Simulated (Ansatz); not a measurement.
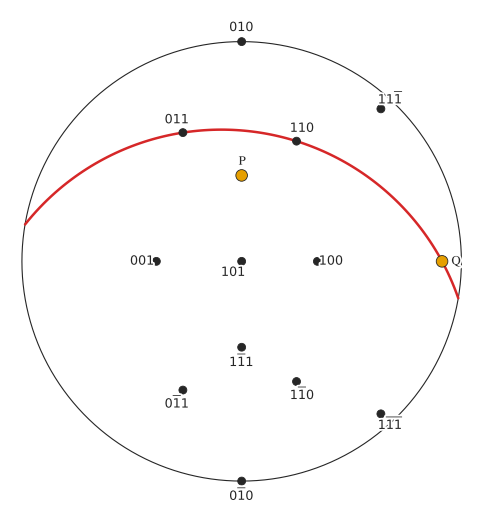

Crystal: CuO, a calculation's input that goes back to an entry of the Crystallography Open Database (an earlier step may have relaxed or displaced it). Stereographic projection of plane normals (upper hemisphere) centred on (1 0 1). All values are computed from the atomic coordinates in the standard setting (tolerance 0.002 Å).

a = 4.684 Å, b = 3.423 Å, c = 5.129 Å, α = 90.00°, β = 99.54°, γ = 90.00°.

**Index the poles marked P, Q.**

P is (1 1 1), 42.7° from the centre; Q is (1 0 −1), 84.7° from the centre.

**Which zone does the coloured great circle trace?**

The zone [1 −1 1]: its poles satisfy h − k + l = 0.

**What is the angle between the normals of (1 1 1) and (1 −1 1), and what are their d_hkl = 1/|g|?**

85.4°; d = 2.322 Å and 2.322 Å.
